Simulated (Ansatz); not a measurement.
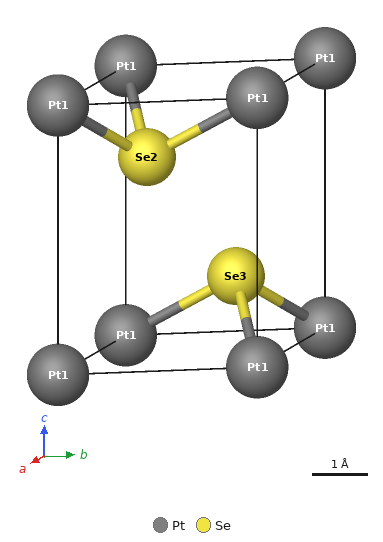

The structure as given in the input (ball-and-stick view of the cell of the calculation, seen slightly off an axis; atoms are numbered from 1 in the order of the input). Near neighbours in the crystal (not all of them lie inside the picture): Pt has 6 Se at 2.49 Å; Se has 3 Pt at 2.49 Å.

# Two runs on PtSe₂

System: PtSe₂ (P-3m1, 3 atoms in the cell).
Method of the first run: Kohn-Sham DFT of a periodic cell, RPBE, Ansatz PAW, no spin polarisation (Ansatz 0.2.0).

The structure derives from an entry of the Crystallography Open Database. Text and figures count atoms from 1; the logs count them from 0 in places.

### Input, the first run
```yaml
crystal:
  lattice:
    - [3.724, 0.0, 0.0]
    - [-1.862, 3.2250786037, 0.0]
    - [0.0, 0.0, 5.062]
  atoms:
    - { symbol: Pt, position: [0.0, 0.0, 0.0] }
    - { symbol: Se, position: [0.6666666667, 0.3333333333, 0.75] }
    - { symbol: Se, position: [0.3333333333, 0.6666666667, 0.25] }
hamiltonian:
  xc: rpbe
  pseudopotentials: { kind: paw }
kpoints:
  mp_grid: { grid: [8, 8, 5] }
scf:
  occupations: { method: fermi_dirac, width: 0.05 }
output:
  forces: true
  stress: true
  eigenvalues: true
```

Command:
```bash
ansatz run input.yaml --threads 2 --pin off --max-ram 5120MiB --backend cpu --events-out ev --progress --plain --runs-dir out
```

Hardware: 2 threads of Intel Xeon @ 2.60GHz (Ice Lake), 24 GiB of memory available, shared host.

### Output, shortened to warnings, some set-up lines, iterations and results (the first run)
```
Basis set: ecut = 420 eV, 1205 PW (Γ), exchange–correlation on 50×50×72 points (8 copies of the dense FFT grid, shifted against one another)
Symmetry: 12 space group operations
k-points: 40 of 320
Initial density: superposition of atomic densities (neutral atoms: chi_scale 0, normalization atom), corrected by the library's trained network
[...]
SCF iter   1: F=—  HF=-23487.958970 eV  |F-HF|=—  |Δ(HF+E_count)|=         —  Δρ=2.96e-3  dr2=2.70e-3  ethr=1.77e-3  ⟨swp⟩=6.0  Hψ=4728  notcnv=0
SCF iter   2: F=—  HF=-23487.961842 eV  |F-HF|=—  |Δ(HF+E_count)|=   2.87e-3  Δρ=6.62e-4  dr2=2.83e-4  ethr=5.39e-6  ⟨swp⟩=2.0  Hψ=2557  notcnv=0  defer=5
SCF iter   3: F=—  HF=-23487.961683 eV  |F-HF|=—  |Δ(HF+E_count)|=   1.59e-4  Δρ=2.88e-4  dr2=8.68e-5  ethr=5.65e-7  ⟨swp⟩=2.0  Hψ=2044  notcnv=0  defer=5
SCF iter   4: F=—  HF=-23487.961623 eV  |F-HF|=—  |Δ(HF+E_count)|=   5.94e-5  Δρ=7.42e-5  dr2=3.93e-6  ethr=1.74e-7  ⟨swp⟩=2.0  Hψ=2035  notcnv=0  defer=5
SCF iter   5: F=—  HF=-23487.961621 eV  |F-HF|=—  |Δ(HF+E_count)|=   2.10e-6  Δρ=2.34e-5  dr2=3.89e-7  ethr=7.86e-9  ⟨swp⟩=2.0  Hψ=2040  notcnv=0  defer=5
SCF iter   6: F=-23487.961621 eV  HF=-23487.961621 eV  |F-HF|=2.13e-8  |Δ(HF+E_count)|=   7.57e-8  Δρ=5.17e-6  dr2=1.08e-8  ethr=2.00e-10  ⟨swp⟩=5.4  Hψ=5198  notcnv=0
SCF 1 converged in 6 iterations: F = -23487.961621 eV  dr2 = 1.08e-8
SCF converged after 6 iterations
Free energy (F): -23487.961621 eV
Harris-Foulkes:  -23487.961621 eV  (|F-HF|=2.13e-8)
Internal energy: -23487.956786 eV  (E = F + TS)
E sigma→0 (E₀):  -23487.959204 eV
Entropy (-TS):   -0.004835 eV (-1.612 meV/atom)
Fermi energy:    13.483235 eV
--- Per-component energies (eV) ---
  E_band       = -952.905817
  E_kinetic    = 876.248837
  E_local      = -6787.946993  (includes V_loc(G=0)·N_el)
  E_nonlocal   = -994.724213
  E_hartree    = 3151.164563
  E_xc         = -471.917206
  E_vxc        = -500.633210  (∫ρ·V_xc dr)
  E_paw        = -13302.258922  (= ΣΔE_a)
  E_vpaw       = 151.825403  (= ΣTr[D̂ρ^β])
  E_aug_tail   = -0.000970  (compensation charges beyond the density's cutoff)
  E_ewald      = -5957.935364
  E_core_change = -0.586519  (= ΣΔE_core)
  E_smearing   = -0.004835  (= −TS)
  E_closure    = 0.000000  (closes the sum)
  Σ components = -23487.961621   (vs F -23487.961621, Δ=0.00e0)
--- Forces (eV/Å), atoms counted from 1 ---
  atom   1  Pt    -0.00000000    -0.00000000     0.00000000
  atom   2  Se     0.00000000     0.00000000    -0.64131522
  atom   3  Se    -0.00000000     0.00000000     0.64131522
  max |Σ_I F_I| component: 1.11e-16 eV/Å
--- Stress (GPa, compression-positive) ---
       10.428304      -0.000000      -0.000000
        0.000000      10.428304       0.000000
       -0.000000       0.000000       8.580507
  P = ⅓ Tr σ = 9.8124 GPa (98.124 kbar)
```

For the second run the input was changed thus:
```diff
-  xc: rpbe
+  xc: pbe
-  mp_grid: { grid: [8, 8, 5] }
+  mp_grid: { grid: [5, 5, 3] }
+  write_density: true
+  write_potential: true
+  elf: true
+  volumetric_format: npy
```

How does the second run compare with the first run?

The total energies belong to different methods, so their difference says nothing on which is more stable or more accurate. The pressure goes from 9.81 to 7.21 GPa. The largest force goes from 0.641 to 0.516 eV/Å. The functional changes from RPBE to PBE. The number of SCF iterations is the same. The irreducible k-points go from 40 to 12.

### Output, shortened to warnings, some set-up lines, iterations and results (the second run)
```
Basis set: ecut = 420 eV, 1205 PW (Γ), exchange–correlation on 50×50×72 points (8 copies of the dense FFT grid, shifted against one another)
Symmetry: 12 space group operations
k-points: 12 of 75
Initial density: superposition of atomic densities (neutral atoms: chi_scale 0, normalization atom), corrected by the library's trained network
[...]
SCF iter   1: F=—  HF=-23462.275823 eV  |F-HF|=—  |Δ(HF+E_count)|=         —  Δρ=2.54e-3  dr2=2.37e-3  ethr=1.77e-3  ⟨swp⟩=5.9  Hψ=1411  notcnv=0
SCF iter   2: F=—  HF=-23462.277333 eV  |F-HF|=—  |Δ(HF+E_count)|=   1.51e-3  Δρ=1.18e-3  dr2=7.53e-4  ethr=4.74e-6  ⟨swp⟩=2.2  Hψ=629  notcnv=0
SCF iter   3: F=—  HF=-23462.277482 eV  |F-HF|=—  |Δ(HF+E_count)|=   1.49e-4  Δρ=5.29e-4  dr2=1.32e-4  ethr=1.51e-6  ⟨swp⟩=2.0  Hψ=456  notcnv=0
SCF iter   4: F=—  HF=-23462.277521 eV  |F-HF|=—  |Δ(HF+E_count)|=   3.83e-5  Δρ=9.79e-5  dr2=4.75e-6  ethr=2.64e-7  ⟨swp⟩=2.0  Hψ=491  notcnv=0
SCF iter   5: F=—  HF=-23462.277504 eV  |F-HF|=—  |Δ(HF+E_count)|=   1.63e-5  Δρ=2.60e-5  dr2=6.79e-7  ethr=9.50e-9  ⟨swp⟩=2.0  Hψ=569  notcnv=0
SCF iter   6: F=-23462.277505 eV  HF=-23462.277505 eV  |F-HF|=4.07e-8  |Δ(HF+E_count)|=   1.54e-7  Δρ=1.10e-5  dr2=7.51e-8  ethr=2.00e-10  ⟨swp⟩=9.3  Hψ=2908  notcnv=0
SCF 1 converged in 6 iterations: F = -23462.277505 eV  dr2 = 7.51e-8
SCF converged after 6 iterations
Free energy (F): -23462.277505 eV
Harris-Foulkes:  -23462.277505 eV  (|F-HF|=4.07e-8)
Internal energy: -23462.273280 eV  (E = F + TS)
E sigma→0 (E₀):  -23462.275392 eV
Entropy (-TS):   -0.004224 eV (-1.408 meV/atom)
Fermi energy:    13.502123 eV
--- Per-component energies (eV) ---
  E_band       = -958.513091
  E_kinetic    = 876.281382
  E_local      = -6791.585298  (includes V_loc(G=0)·N_el)
  E_nonlocal   = -990.428568
  E_hartree    = 3150.739680
  E_xc         = -471.361400
  E_vxc        = -500.833929  (∫ρ·V_xc dr)
  E_paw        = -13277.982727  (= ΣΔE_a)
  E_vpaw       = 146.578201  (= ΣTr[D̂ρ^β])
  E_aug_tail   = -0.000985  (compensation charges beyond the density's cutoff)
  E_ewald      = -5957.935364
  E_smearing   = -0.004224  (= −TS)
  E_closure    = -0.000000  (closes the sum)
  Σ components = -23462.277505   (vs F -23462.277505, Δ=0.00e0)
--- Forces (eV/Å), atoms counted from 1 ---
  atom   1  Pt    -0.00000000    -0.00000000     0.00000000
  atom   2  Se     0.00000000    -0.00000000    -0.51605923
  atom   3  Se    -0.00000000     0.00000000     0.51605923
  max |Σ_I F_I| component: 5.26e-30 eV/Å
--- Stress (GPa, compression-positive) ---
        8.081421      -0.000000      -0.000000
       -0.000000       8.081421       0.000000
       -0.000000       0.000000       5.468512
  P = ⅓ Tr σ = 7.2105 GPa (72.105 kbar)
```

### The two runs side by side

| quantity | the first run | the second run |
| --- | --- | --- |
| outcome | converged | converged |
| free energy per atom (eV) | −7829.3205 | −7820.7592 |
| energy per atom, smearing taken to zero (eV) | −7829.3197 | −7820.7585 |
| gap on the mesh (eV) | 0.00 | 0.00 |
| pressure (GPa) | 9.81 | 7.21 |
| largest force (eV/Å) | 0.641 | 0.516 |
| SCF iterations | 6 | 6 |
| irreducible k-points | 40 | 12 |
| plane waves at Γ | 1205 | 1205 |
| wall time (shared host) | 1.6 s | 0.9 s |

For both runs: Spin–orbit coupling is left out, which matters for Pt. For the first run: Points of doubt noted for this run: forces on files of another functional. The cell is under a pressure of 9.8 GPa at this level, so it is not at its equilibrium volume. For the second run: The cell is under a pressure of 7.2 GPa at this level, so it is not at its equilibrium volume.
